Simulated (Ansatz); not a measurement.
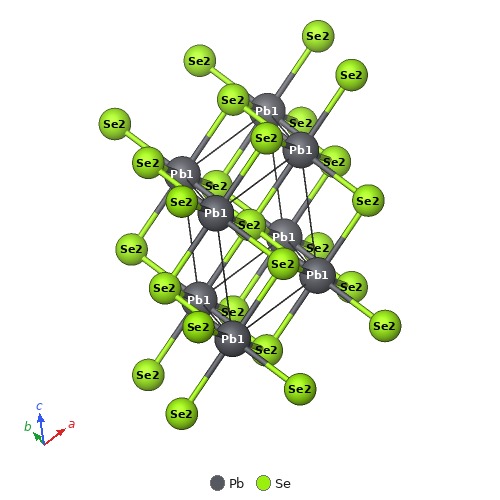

The system is PbSe (Fm-3m, No. 225; 2 atoms in the cell); the picture shows the reference structure. The energy is mapped over volume and the cell's shape. First axis: volume per atom. Second axis: c/a of the conventional cell. Nothing is relaxed (symmetry fixes all fractional coordinates). The grid has 11 × 11 points. Points are written as (first, second). All energies are given in meV/atom relative to the lowest grid point. The lowest point has no gap; 116 points of the grid have one on the k-mesh. Computed with Ansatz, DFT LDA+D3(BJ), scalar-relativistic, plane waves, PAW. Settings: cutoff 420 eV, k-mesh 12×12×12, gaussian smearing 0.03 eV, no spin polarisation.

Its coordinates:

```xyz
2
Lattice="0.0000 2.9813 2.9813 2.9813 0.0000 2.9813 2.9813 2.9813 0.0000" Properties=species:S:1:pos:R:3 pbc="T T T"
Pb    0.0000    0.0000    0.0000
Se    2.9813    2.9813    2.9813
```

The input of one point:

```yaml
crystal:
  lattice:
    - [0.0, 2.9812853319, 2.9812853319]
    - [2.9812853319, 0.0, 2.9812853319]
    - [2.9812853319, 2.9812853319, 0.0]
  atoms:
    - { symbol: Pb, position: [0.0, 0.0, 0.0] }
    - { symbol: Se, position: [0.5, 0.5, 0.5] }
basis:
  ecutwfc: 420
kpoints:
  mp_grid: { grid: [12, 12, 12] }
hamiltonian:
  xc: lda
  dispersion: d3bj
scf:
  occupations: { method: gaussian, width: 0.03 }
output:
  forces: true
  stress: true
  eigenvalues: true
```

Range: volume per atom from 23.32 to 29.68 Å³; c/a of the conventional cell from 0.923 to 1.083.

> What landscape does the calculation give?

The lowest grid point is at (26.50 Å³, 1.000). It is the only kind of minimum in the scanned range. The highest grid point, (23.32 Å³, 0.923), lies 189 meV/atom above the lowest. Round the minimum the two coordinates are nearly uncoupled.

```
c/a of the conventional cell ↓, volume per atom →  23.32  23.95  24.59  25.23  25.86  26.50  27.13  27.77  28.41  29.04  29.68
                                            1.083    176    133    100     76     61     53     52     56     66     79     96
                                            1.066    148    107     76     54     41     35     35     41     51     66     84
                                            1.049    126     86     57     37     25     20     21     28     39     55     75
                                            1.033    110     71     43     24     13      9     11     19     31     47     67
                                            1.016    100     62     35     16      6      2      5     13     26     42     63
                                            1.000     96     59     32     13      3      0      3     11     24     41     61
                                            0.984    100     62     35     16      6      2      5     13     26     43     63
                                            0.968    111     72     44     25     14     10     12     19     32     48     68
                                            0.953    129     89     60     39     27     22     24     30     42     57     76
                                            0.938    155    113     82     60     47     40     40     46     56     70     89
                                            0.923    189    145    112     88     72     64     62     66     75     88    105
```

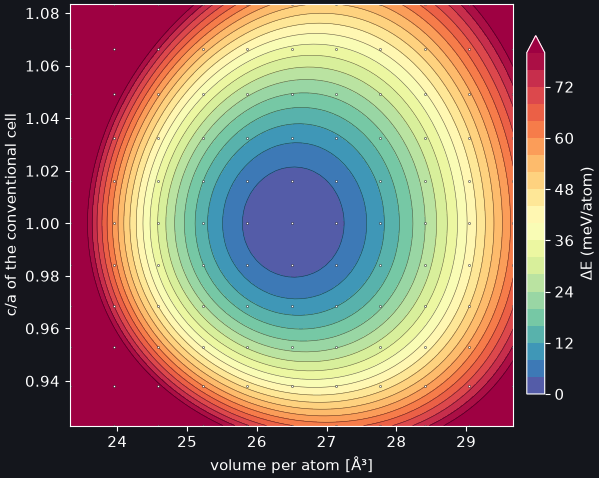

Drawn: filled contours, dots at the grid points, one colour for all values above the top of the scale. Between grid points the surface is interpolated.

Each point was launched as `ansatz run input.yaml --threads 1 --pin off --max-ram 2048MiB --backend cpu --events-out ev --progress --plain --runs-dir out`. The whole map (121 points run) took 5.4 min on 1 thread of AMD EPYC 9R45 (Zen 5) (shared host).
